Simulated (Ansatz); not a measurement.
AlP: several calculations on one system

### Vibrations

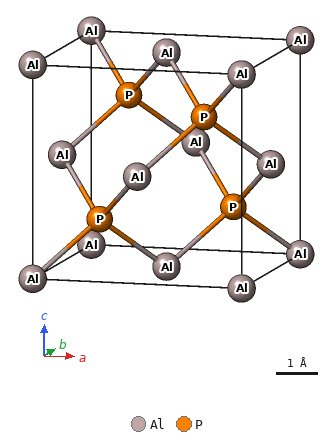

Lattice vibrations of solid AlP relaxed at 4 GPa, space group F-43m (No. 216), at the zone centre. Style: ball-and-stick. Shown: the conventional cell (4 times the calculation's cell), slightly off an axis. Lengths and directions refer to the drawn axes.

Method: DFT PBEsol, scalar-relativistic, plane waves, PAW (Ansatz).

Input
```yaml
crystal:
  lattice:
    - [0.0, 2.6971800552, 2.6971800552]
    - [2.6971800552, 0.0, 2.6971800552]
    - [2.6971800552, 2.6971800552, 0.0]
  atoms:
    - { symbol: Al, position: [0.0, 0.0, 0.0] }
    - { symbol: P, position: [0.75, 0.75, 0.75] }
basis:
  ecutwfc: 420
kpoints:
  mp_grid: { grid: [10, 10, 10] }
hamiltonian:
  xc: pbesol
scf:
  occupations: { method: fixed }
output:
  eigenvalues: true
phonons:
  method: dfpt
  dielectric: true
  rigid_motions: translations
  eigenvectors: true
```

Command:
```bash
ansatz run input.yaml --threads 1 --pin off --max-ram 3072MiB --backend cpu --events-out ev --progress --plain --runs-dir out
```

Frequencies are those without the non-analytic (LO–TO) term.

> Which optical modes does it have, at what frequencies, and is it stable there?

The calculation's cell holds 2 atoms, so there are 3 optical modes, in 1 level. The optical modes span T₂. No level is unstable.

```json
{"level": "1", "symmetry": "T₂", "frequency (cm⁻¹)": "457", "activity": "infrared- and Raman-active"}
```

The modes drawn as arrows (one member of each degenerate set):

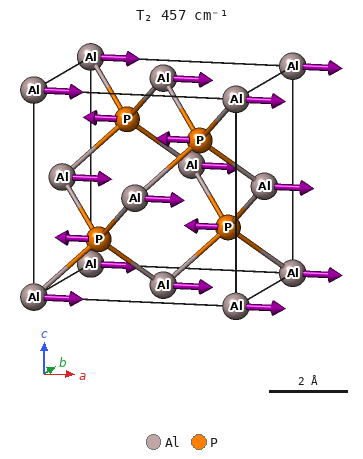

### One mode

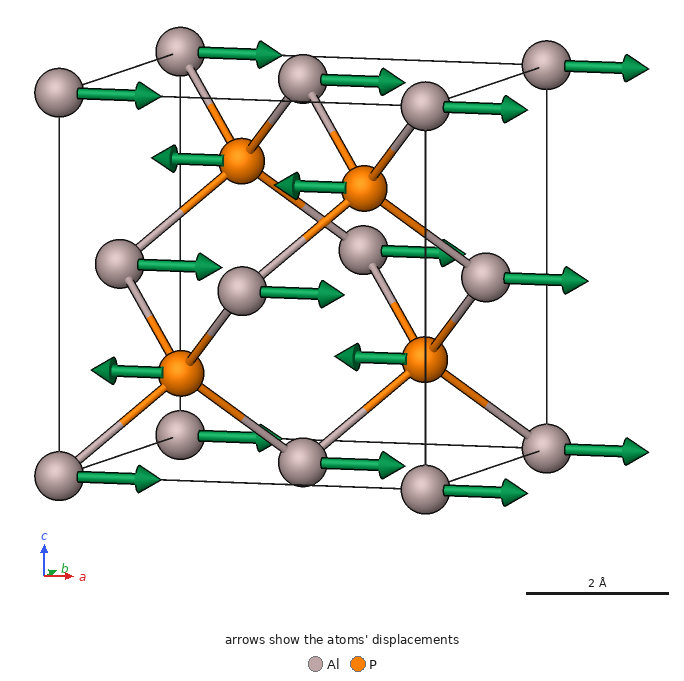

One vibrational mode of solid AlP relaxed at 1 GPa at the zone centre. Displacements are drawn as green arrows; their common scale and sign are arbitrary. The picture is a ball-and-stick view of the conventional cell (4 times the calculation's cell), seen slightly off an axis. Lengths and directions refer to the drawn axes.

Theory: DFT PBEsol, scalar-relativistic, plane waves, PAW in Ansatz 0.2.0. (plane-wave cutoff 420 eV; k-point mesh 8 × 8 × 8; occupations fixed; target pressure 1 GPa; no spin polarisation)

Frequencies are those without the non-analytic (LO–TO) term.

> Describe the mode and give its frequency.

This is the T₂ mode (triply degenerate; one member of the set is drawn) at 440 cm⁻¹, the only optical level, infrared- and Raman-active by symmetry. The Al sublattice moves against the P sublattice, along a; the kinetic energy is shared as Al 53 %, P 47 %. Its infrared intensity is 24 (D/Å)²/amu for the set. The value is the transverse one; the longitudinal partner lies at 494 cm⁻¹.

### One mode

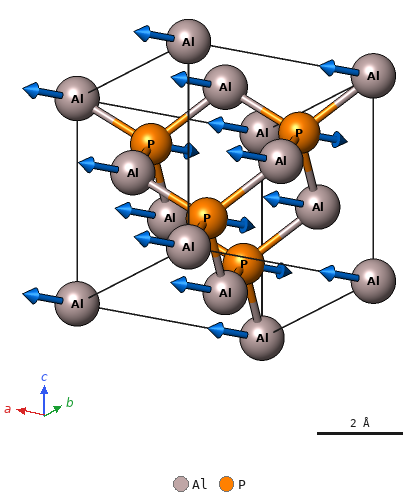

One vibrational mode of a crystal of AlP relaxed at 30 GPa at the zone centre. Displacements are drawn as blue arrows; their common scale and sign are arbitrary. Style: ball-and-stick. Shown: the conventional cell (4 times the calculation's cell), from a free direction. Lengths and directions refer to the drawn axes.

Computed with DFT PBEsol, scalar-relativistic, plane waves, PAW (Ansatz 0.2.0).

The input:
```yaml
crystal:
  lattice:
    - [0.0, 2.5408606254, 2.5408606254]
    - [2.5408606254, 0.0, 2.5408606254]
    - [2.5408606254, 2.5408606254, 0.0]
  atoms:
    - { symbol: Al, position: [0.0, 0.0, 0.0] }
    - { symbol: P, position: [0.75, 0.75, 0.75] }
basis:
  ecutwfc: 420
kpoints:
  mp_grid: { grid: [10, 10, 10] }
hamiltonian:
  xc: pbesol
scf:
  occupations: { method: fixed }
output:
  eigenvalues: true
phonons:
  method: dfpt
  dielectric: true
  rigid_motions: translations
  eigenvectors: true
```

Command:
```bash
ansatz run input.yaml --threads 1 --pin off --max-ram 3072MiB --backend cpu --events-out ev --progress --plain --runs-dir out
```

Frequencies are those without the non-analytic (LO–TO) term.

Q: Give the symmetry, activity and frequency of this mode.

A: This is the T₂ mode (triply degenerate; one member of the set is drawn) at 563 cm⁻¹, the only optical level, infrared- and Raman-active by symmetry. The Al sublattice moves against the P sublattice, along a; the kinetic energy is shared as Al 53 %, P 47 %. Its infrared intensity is 21 (D/Å)²/amu for the set. The value is the transverse one; the longitudinal partner lies at 610 cm⁻¹.
